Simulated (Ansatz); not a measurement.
## Geometry relaxation of SnO₂ (part 1 of 2)

- system: SnO₂ (6 atoms in the cell)
- method: DFT r2SCAN, scalar-relativistic, plane waves, PAW, no spin polarisation (Ansatz 0.2.0)

The structure derives from a Materials Project entry.

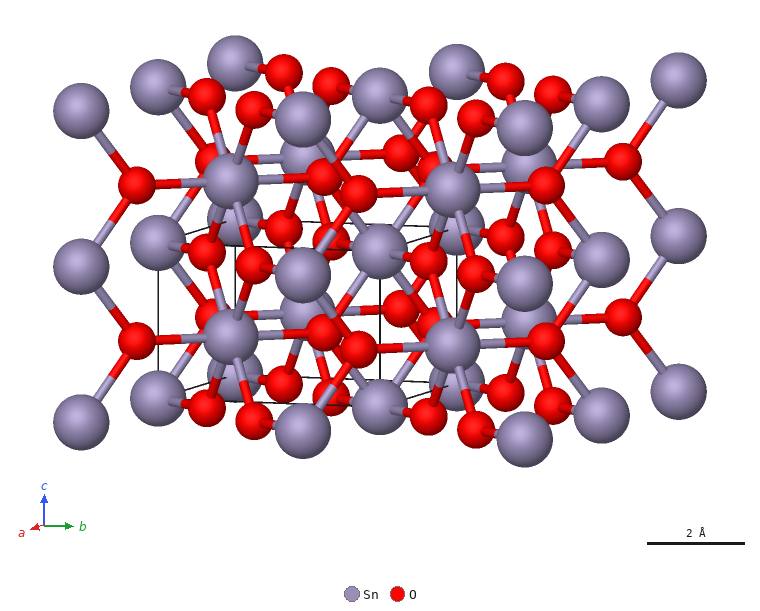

*The input geometry (ball-and-stick view of the cell of the calculation, repeated 2 × 2 × 2, seen slightly off an axis). An atom can appear more than once, as a periodic image.*

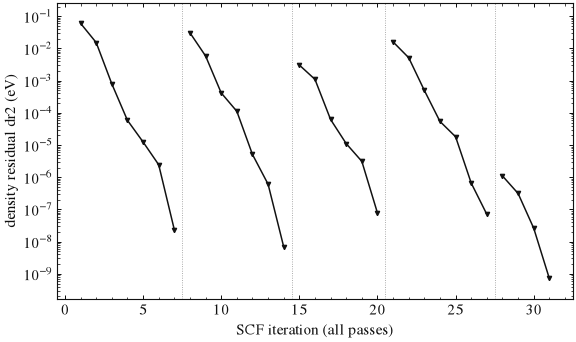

*Convergence of the self-consistent field: density residual dr2 against the SCF iteration. The dotted lines part the SCF passes of the relaxation: geometry steps, rejected trials and re-solves on a re-selected basis.*

The 5 passes take 4 to 7 iterations each, 31 in all.

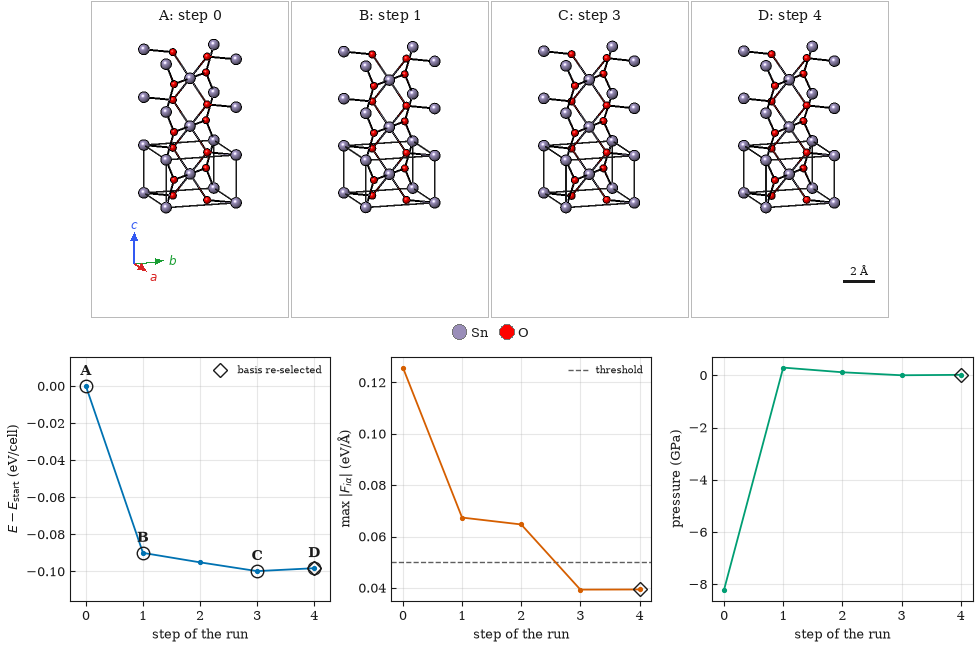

*Frames of the relaxation (ball-and-stick view of the cell of the calculation, repeated 1 × 1 × 3, seen slightly off an axis) above the curves, on which the letters mark them (the first geometry is step 0 here and step 1 in the log).*

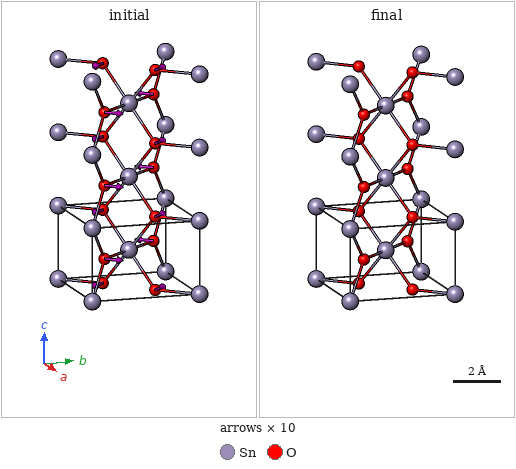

*Before (left) and after (right) the relaxation, at one scale (ball-and-stick view of the cell of the calculation, repeated 1 × 1 × 3, seen slightly off an axis). The pink arrows give the displacements (without the part carried along by the change of the cell), magnified 10 times.*

After 3 geometry steps the energy has fallen by 99.8 meV per cell of the calculation. Largest force component: 0.13 eV/Å at the start, 0.039 eV/Å at the end. Pressure: −8.21 GPa at the start and 0.02 GPa at the end. The largest moves relative to the cell, 0.092 Å, are those of O3, O4, O5 and O6. Sn stays in place. The drawn cell changes as follows: a 4.788 → 4.759 Å (−0.6 %), b 4.867 → 4.759 Å (−2.2 %), c 3.241 → 3.200 Å (−1.2 %); the volume changes by −4.0 %. Among the contacts that change: Sn1–O4 2.096 → 2.057 Å, Sn1–O3 2.092 → 2.067 Å. The space group stays Pnnm (No. 58). A last SCF at the same geometry on a re-selected plane-wave basis shifts the energy by +1.6 meV per cell of the calculation. (Atoms are counted from 1 in the order of the input.)

The input that produced these results follows, with the program's output.

Input:
```yaml
crystal:
  lattice:
    - [4.788004, 0.0, 0.0]
    - [0.0, 4.866582, 0.0]
    - [0.0, 0.0, 3.240898]
  atoms:
    - { symbol: Sn, position: [0.5, 0.5, 0.5] }
    - { symbol: Sn, position: [0.0, 0.0, 0.0] }
    - { symbol: O, position: [0.291855, 0.321042, 0.0] }
    - { symbol: O, position: [0.791855, 0.178958, 0.5] }
    - { symbol: O, position: [0.208145, 0.821042, 0.5] }
    - { symbol: O, position: [0.708145, 0.678958, 0.0] }
basis:
  ecutwfc: 500
kpoints:
  mp_grid: { grid: [4, 4, 6] }
hamiltonian:
  xc: r2scan
scf:
  occupations: { method: gaussian, width: 0.1 }
output:
  forces: true
  stress: true
  eigenvalues: true
relax:
  adjacent_minimum: "off"
  f_tol: 0.05
  max_steps: 80
  cell: { stress_tol: 0.5 }
```

Launch command:
```bash
ansatz run input.yaml --threads 1 --pin off --max-ram 2560MiB --backend cpu --events-out ev --progress --plain --runs-dir out
```

Output:
```
Engine: ansatz 0.2.0, x86_64-unknown-linux-gnu
Pseudopotentials: kind: paw
Pseudopotential: Sn, paw, valence charge 14, recommended cutoff 500 eV (meta_gga), Sn.paw.azcp
Pseudopotential: O, paw, valence charge 6, recommended cutoff 500 eV (meta_gga), O.paw.azcp
Functional definition: r2SCAN
  parameter k0 = 0.174
  parameter k1 = 0.065
  parameter a1 = 4.9479
  exchange = r2scan_x(k0 = k0, k1 = k1, a1 = a1)
  correlation = r2scan_c
Crystal: 6 atoms, lattice volume = 75.517 Å³
Basis set: ecut = 500 eV, 1931 PW (Γ), exchange–correlation on 144×144×96 points (64 copies of the dense FFT grid, shifted against one another)
Bands: 32, of which v1, the nominal top of the filled ones, is band 26 counted from 1 (25 counted from 0)
Symmetry: 8 space group operations
Space group: Pnnm (ITA 58), of the structure as read, at distance tolerance 4.2e-5 Å
k-points: 36 of 96
Non-local potential: Sn, projectors of the file, l = 0: 2, l = 1: 2, l = 2: 2, l = 3: 2
Non-local potential: O, projectors of the file, l = 0: 2, l = 1: 2, l = 2: 1
PAW form: soft (Blöchl's): semilocal exchange-correlation on the pseudo side does not see the compensation charge
PAW frozen core: Sn, regenerated for the run's functional (the file was generated under x = pbe(κ = 0.804, μ = 0.2195149727645171), c = pbe(β = 0.06672455060314922))
PAW frozen core: O, regenerated for the run's functional (the file was generated under x = pbe(κ = 0.804, μ = 0.2195149727645171), c = pbe(β = 0.06672455060314922))
PAW one-centre angular grid: Sn, 590 points (default); XC on 249 of its mesh's 2787 points in the sphere
PAW one-centre angular grid: O, 302 points (default); XC on 160 Gauss nodes
Initial density: superposition of atomic densities (neutral atoms: chi_scale 0, normalization atom), corrected by the library's trained network
Initial wavefunctions: pseudopotential atomic-orbital guess
Functional: x = r2scan, c = r2scan; τ floored in thin density (d = 2e-4 eV/Å³)
SCF iter   1: F=—  HF=-14352.236939 eV  |F-HF|=—  |Δ(HF+E_count)|=         —  Δρ=1.03e-2  dr2=6.05e-2  dr2_τ=2.38e-1  ethr=1.77e-3  ⟨swp⟩=5.8  Hψ=4995  notcnv=0
preconditioner: auto → Resta (q_TF=auto, 2.564 Å⁻¹)  ε∞=3.3  [insulator: Δε(μ)=1.460 eV  Ē_g=20.396 eV  σ=0.100 eV  W_gap=1.00  n_scr=18 (ndim 8)  ℏωp=30.8 eV  f_vac=0.031  D(μ)=0.00/eV (n_scr^D=0)  ε∞_Penn≈3.3]
SCF iter   2: F=—  HF=-14352.329748 eV  |F-HF|=—  |Δ(HF+E_count)|=   9.28e-2  Δρ=6.06e-3  dr2=1.53e-2  dr2_τ=1.09e-3  ethr=1.16e-4  ⟨swp⟩=2.0  Hψ=2168  notcnv=0  defer=64
SCF iter   3: F=—  HF=-14352.328582 eV  |F-HF|=—  |Δ(HF+E_count)|=   1.17e-3  Δρ=1.02e-3  dr2=7.96e-4  dr2_τ=1.37e-4  ethr=2.95e-5  ⟨swp⟩=1.0  Hψ=1088  notcnv=0  defer=64
SCF iter   4: F=—  HF=-14352.328593 eV  |F-HF|=—  |Δ(HF+E_count)|=   1.13e-5  Δρ=3.17e-4  dr2=5.87e-5  dr2_τ=5.35e-6  ethr=1.53e-6  ⟨swp⟩=2.3  Hψ=1628  notcnv=0  defer=64
SCF iter   5: F=—  HF=-14352.328599 eV  |F-HF|=—  |Δ(HF+E_count)|=   5.81e-6  Δρ=1.14e-4  dr2=1.25e-5  dr2_τ=6.45e-7  ethr=1.13e-7  ⟨swp⟩=2.1  Hψ=1643  notcnv=0  defer=64
SCF iter   6: F=—  HF=-14352.328596 eV  |F-HF|=—  |Δ(HF+E_count)|=   2.61e-6  Δρ=5.39e-5  dr2=2.45e-6  dr2_τ=7.44e-8  ethr=2.41e-8  ⟨swp⟩=2.8  Hψ=1970  notcnv=0  defer=64
SCF iter   7: F=-14352.328596 eV  HF=-14352.328596 eV  |F-HF|=3.62e-9  |Δ(HF+E_count)|=   5.55e-7  Δρ=5.66e-6  dr2=2.35e-8  dr2_τ=1.57e-9  ethr=1.92e-10  ⟨swp⟩=9.0  Hψ=6034  notcnv=0
SCF 1 converged in 7 iterations: F = -14352.328596 eV  dr2 = 2.35e-8
  greatest PAW one-centre occupation: 0.995 electrons in one spin orbital (limit 2), on the Sn atom at site 0 (counted from 0), in its partial waves of l = 2
relax step   1: F+E_penalty+E_count = -14352.32859566 eV  Δ(F+E_penalty+E_count) = +0.000e0 eV  max|allowed force component| = 1.258e-1 eV/Å  Δτ_max = 0.0000 Å  P = -8.206 GPa  Ω = 75.517 Å³  (7 SCF iters, dr2 threshold 1.00e-7 eV, accepted)
Crystal: 6 atoms, lattice volume = 72.357 Å³
Basis set: ecut = 500 eV, 1851 PW (Γ), exchange–correlation on 144×144×96 points (64 copies of the dense FFT grid, shifted against one another)
Initial density: handed on by an earlier stage of this run
Initial wavefunctions: those handed on with the density
iter 1 solved again at ethr=6.19e-5 eV; its pass at ethr=3.10e-3 eV (dr2=3.22e-2 eV) is discarded
SCF iter   1: F=—  HF=-14352.388860 eV  |F-HF|=—  |Δ(HF+E_count)|=         —  Δρ=7.60e-3  dr2=3.07e-2  dr2_τ=1.17e-1  ethr=6.19e-5  ⟨swp⟩=1.3  Hψ=5837  notcnv=0
preconditioner: auto → Resta (q_TF=auto, 2.582 Å⁻¹)  ε∞=3.3  [insulator: Δε(μ)=1.832 eV  Ē_g=20.850 eV  σ=0.100 eV  W_gap=1.00  n_scr=18 (ndim 8)  ℏωp=31.5 eV  f_vac=0.021  D(μ)=0.00/eV (n_scr^D=0)  ε∞_Penn≈3.3]
SCF iter   2: F=—  HF=-14352.418844 eV  |F-HF|=—  |Δ(HF+E_count)|=   3.00e-2  Δρ=3.32e-3  dr2=5.86e-3  dr2_τ=3.74e-4  ethr=5.91e-5  ⟨swp⟩=2.0  Hψ=1944  notcnv=0
SCF iter   3: F=—  HF=-14352.418554 eV  |F-HF|=—  |Δ(HF+E_count)|=   2.90e-4  Δρ=9.60e-4  dr2=4.17e-4  dr2_τ=4.03e-5  ethr=1.13e-5  ⟨swp⟩=3.0  Hψ=2088  notcnv=0
SCF iter   4: F=—  HF=-14352.418603 eV  |F-HF|=—  |Δ(HF+E_count)|=   4.84e-5  Δρ=3.96e-4  dr2=1.12e-4  dr2_τ=9.21e-6  ethr=8.02e-7  ⟨swp⟩=2.0  Hψ=1646  notcnv=0
SCF iter   5: F=—  HF=-14352.418578 eV  |F-HF|=—  |Δ(HF+E_count)|=   2.46e-5  Δρ=9.72e-5  dr2=5.12e-6  dr2_τ=6.38e-7  ethr=2.16e-7  ⟨swp⟩=2.0  Hψ=1659  notcnv=0
SCF iter   6: F=—  HF=-14352.418578 eV  |F-HF|=—  |Δ(HF+E_count)|=   6.12e-8  Δρ=3.46e-5  dr2=6.10e-7  dr2_τ=3.44e-8  ethr=1.15e-9  ⟨swp⟩=7.1  Hψ=5261  notcnv=0
SCF iter   7: F=-14352.418578 eV  HF=-14352.418578 eV  |F-HF|=2.22e-9  |Δ(HF+E_count)|=   8.32e-8  Δρ=3.13e-6  dr2=6.91e-9  dr2_τ=3.06e-10  ethr=1.15e-9  ⟨swp⟩=5.7  Hψ=4394  notcnv=0
SCF 2 converged in 7 iterations: F = -14352.418578 eV  dr2 = 6.91e-9
  greatest PAW one-centre occupation: 0.996 electrons in one spin orbital (limit 2), on the Sn atom at site 1 (counted from 0), in its partial waves of l = 2
relax step   2: F+E_penalty+E_count = -14352.41857803 eV  Δ(F+E_penalty+E_count) = -8.998e-2 eV  max|allowed force component| = 6.739e-2 eV/Å  Δτ_max = 0.0189 Å  P = +0.294 GPa  Ω = 72.357 Å³  energy of the carried Pulay correction = +1.462e-3 eV  (7 SCF iters, dr2 threshold 6.00e-7 eV, accepted)
Crystal: 6 atoms, lattice volume = 72.437 Å³
Basis set: ecut = 500 eV, 1859 PW (Γ), exchange–correlation on 144×144×96 points (64 copies of the dense FFT grid, shifted against one another)
iter 1 solved again at ethr=5.52e-6 eV; its pass at ethr=3.10e-3 eV (dr2=2.87e-3 eV) is discarded
SCF iter   1: F=—  HF=-14352.419849 eV  |F-HF|=—  |Δ(HF+E_count)|=         —  Δρ=4.30e-3  dr2=3.06e-3  dr2_τ=8.72e-2  ethr=5.52e-6  ⟨swp⟩=3.0  Hψ=5980  notcnv=0
preconditioner: auto → Resta (q_TF=auto, 2.582 Å⁻¹)  ε∞=3.3  [insulator: Δε(μ)=1.804 eV  Ē_g=20.784 eV  σ=0.100 eV  W_gap=1.00  n_scr=18 (ndim 8)  ℏωp=31.5 eV  f_vac=0.025  D(μ)=0.00/eV (n_scr^D=0)  ε∞_Penn≈3.3]
SCF iter   2: F=—  HF=-14352.423539 eV  |F-HF|=—  |Δ(HF+E_count)|=   3.69e-3  Δρ=2.18e-3  dr2=1.10e-3  dr2_τ=9.66e-5  ethr=5.52e-6  ⟨swp⟩=2.0  Hψ=2280  notcnv=0
SCF iter   3: F=—  HF=-14352.423607 eV  |F-HF|=—  |Δ(HF+E_count)|=   6.78e-5  Δρ=4.41e-4  dr2=6.24e-5  dr2_τ=1.91e-5  ethr=2.11e-6  ⟨swp⟩=2.3  Hψ=1397  notcnv=0
SCF iter   4: F=—  HF=-14352.423668 eV  |F-HF|=—  |Δ(HF+E_count)|=   6.13e-5  Δρ=1.94e-4  dr2=1.11e-5  dr2_τ=1.83e-6  ethr=1.20e-7  ⟨swp⟩=2.0  Hψ=1589  notcnv=0
SCF iter   5: F=—  HF=-14352.423678 eV  |F-HF|=—  |Δ(HF+E_count)|=   1.03e-5  Δρ=9.91e-5  dr2=3.12e-6  dr2_τ=4.23e-7  ethr=2.13e-8  ⟨swp⟩=2.0  Hψ=1518  notcnv=0
SCF iter   6: F=-14352.423682 eV  HF=-14352.423682 eV  |F-HF|=2.35e-10  |Δ(HF+E_count)|=   3.20e-6  Δρ=1.65e-5  dr2=7.79e-8  dr2_τ=8.84e-9  ethr=1.15e-9  ⟨swp⟩=3.4  Hψ=4451  notcnv=0
SCF 3 converged in 6 iterations: F = -14352.423682 eV  dr2 = 7.79e-8
relax step   3: F+E_penalty+E_count = -14352.42368162 eV  Δ(F+E_penalty+E_count) = -5.104e-3 eV  max|allowed force component| = 6.470e-2 eV/Å  Δτ_max = 0.0231 Å  P = +0.115 GPa  Ω = 72.437 Å³  energy of the carried Pulay correction = +1.424e-3 eV  (6 SCF iters, dr2 threshold 6.00e-7 eV, accepted)
Crystal: 6 atoms, lattice volume = 72.485 Å³
Basis set: ecut = 500 eV, 1867 PW (Γ), exchange–correlation on 144×144×96 points (64 copies of the dense FFT grid, shifted against one another)
iter 1 solved again at ethr=3.06e-5 eV; its pass at ethr=3.10e-3 eV (dr2=1.59e-2 eV) is discarded
```
